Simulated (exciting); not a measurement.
**A series of single points on Cd**

System: Cd (Fm-3m, 1 atom in the cell).
Method: Kohn-Sham DFT of a periodic cell, PBE, all-electron LAPW+lo, shipped species files, no spin polarisation (exciting sodium).

The 7 runs differ only in the geometry, by an even scaling of the cell at fixed fractional positions. The structure derives from a Materials Project entry.

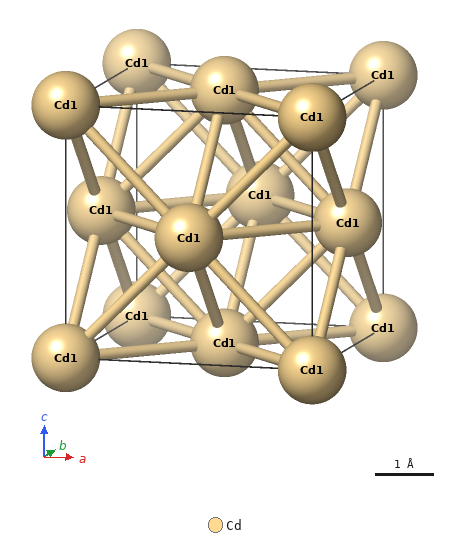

Figure 1. The structure of run 4 (ball-and-stick view of the cell 4 times as large as that of the calculation, set on its symmetry axes, seen slightly off an axis; atoms are numbered from 1 in the order of the input).

### Input of run 4
```
<input>
  <title>Cd</title>
  <structure speciespath="./" tshift="false">
    <crystal scale="1">
      <basevect>0.000000000000 4.191695530907 4.191695530907</basevect>
      <basevect>4.191695530907 0.000000000000 4.191695530907</basevect>
      <basevect>4.191695530907 4.191695530907 0.000000000000</basevect>
    </crystal>
    <species speciesfile="Cd.xml" rmt="2.3">
      <atom coord="0.000000000000 0.000000000000 0.000000000000"/>
    </species>
  </structure>
  <groundstate do="fromscratch" ngridk="10 10 10" rgkmax="9" gmaxvr="14" lmaxapw="10" lmaxmat="10" lmaxvr="8" xctype="GGA_PBE" stype="Fermi Dirac" swidth="0.00183747" nempty="8" ValenceRelativity="iora*" epsengy="1e-05" epspot="1e-05" maxscl="60" tforce="true" outputlevel="normal"/>
</input>
```

Command:
```bash
OMP_NUM_THREADS=1 exciting_smp
```

Lattice vectors (Å) and fractional positions of run 4:
```
   0.000000    2.218150    2.218150
   2.218150    0.000000    2.218150
   2.218150    2.218150    0.000000
Cd  0.000000  0.000000  0.000000
```

Run 2 has the same physical settings and fractional positions; its lattice vectors (Å) are:
```
   0.000000    2.188171    2.188171
   2.188171    0.000000    2.188171
   2.188171    2.188171    0.000000
```

### Results, with one run withheld

| run | volume per atom (Å³) | free energy per atom, from the lowest run given (meV) |
| --- | --- | --- |
| 1 | 20.518 | 41.47 |
| 2 | 20.954 | ? |
| 3 | 21.391 | 15.70 |
| 4 | 21.827 | 7.39 |
| 5 | 22.264 | 2.42 |
| 6 | 22.701 | 0.00 |
| 7 | 23.137 | 0.64 |

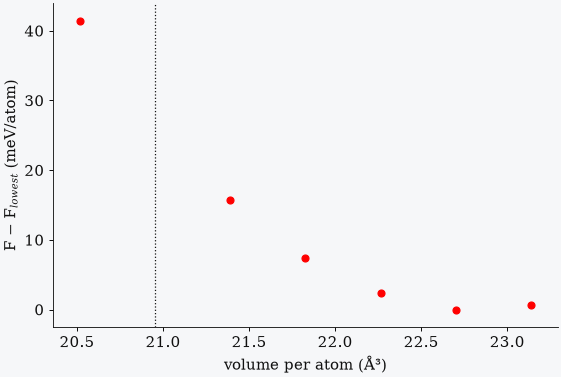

Figure 2. Free energy per atom of the runs given; the dotted line marks run 2.

Estimate the energy of run 2 from the others.

A cubic polynomial in V^(−2/3) (the Birch–Murnaghan form), fitted to the 6 runs given, misses them by at most 0.11 meV per atom. With x = V^(−2/3) − 0.12758 Å⁻², it reads F = 5.7991 + 3460.8 x + 4.8946e+05 x² − 6.4772e+06 x³ (meV per atom). At run 2 it gives 26.99 meV per atom, and the run itself gives 26.11. The fit has its minimum at 22.829 Å³ per atom, where V d²F/dV² gives 53.4 GPa: the bulk modulus at this level, since symmetry fixes the shape and the positions. So low a polynomial doesn't follow these energies more closely.

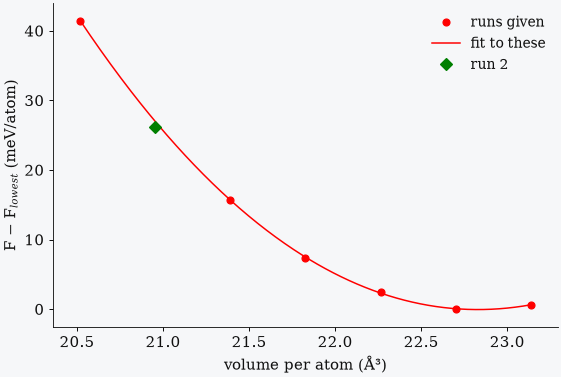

Figure 3. The fit and the withheld run.

### Some lines of the output (run 2)
```
[...]
 Total energy                               :     -5596.02135178
 Fermi energy                               :         0.28534438
 DOS at Fermi energy (states/Ha/cell)       :        16.98179100
 Absolute change in total energy   (target) :  0.124234E-03  ( 0.100000E-04)
 Total energy                               :     -5596.02134486
 Fermi energy                               :         0.28534445
 DOS at Fermi energy (states/Ha/cell)       :        16.98180171
 Absolute change in total energy   (target) :  0.692039E-05  ( 0.100000E-04)
 Total energy                               :     -5596.02135090
 Fermi energy                               :         0.28534446
 DOS at Fermi energy (states/Ha/cell)       :        16.98180004
 Absolute change in total energy   (target) :  0.603907E-05  ( 0.100000E-04)
 Total energy                               :     -5596.02135128
 DOS at Fermi energy (states/Ha/cell)       :        16.98179959
```
